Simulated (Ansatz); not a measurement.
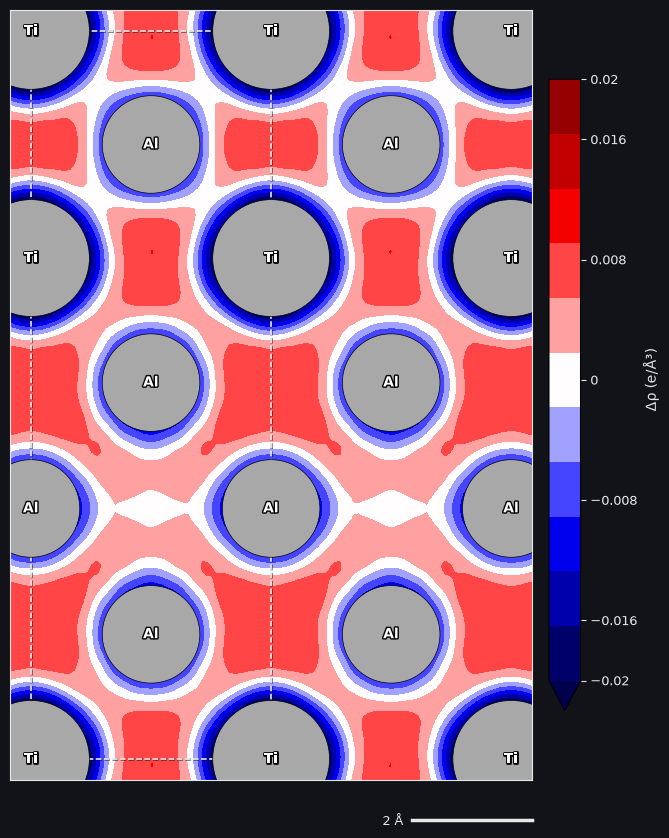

TiAl2. Difference of the valence pseudo-densities of two functionals at the same geometry, on the (110) plane of the calculation cell: one of LDA and r2SCAN less the other.

Both computed with Ansatz (plane waves, PAW), on the same k-point mesh. Grey discs cover the atomic cores.

Question: Which was subtracted from which, and what does the map show?

Answer: It is r2SCAN less LDA. Against LDA, r2SCAN gives less density around Ti (−0.008 e/Å³ on average at 1.1 Å from the nucleus) and more density in the space between the atoms (+0.007 e/Å³ on average).
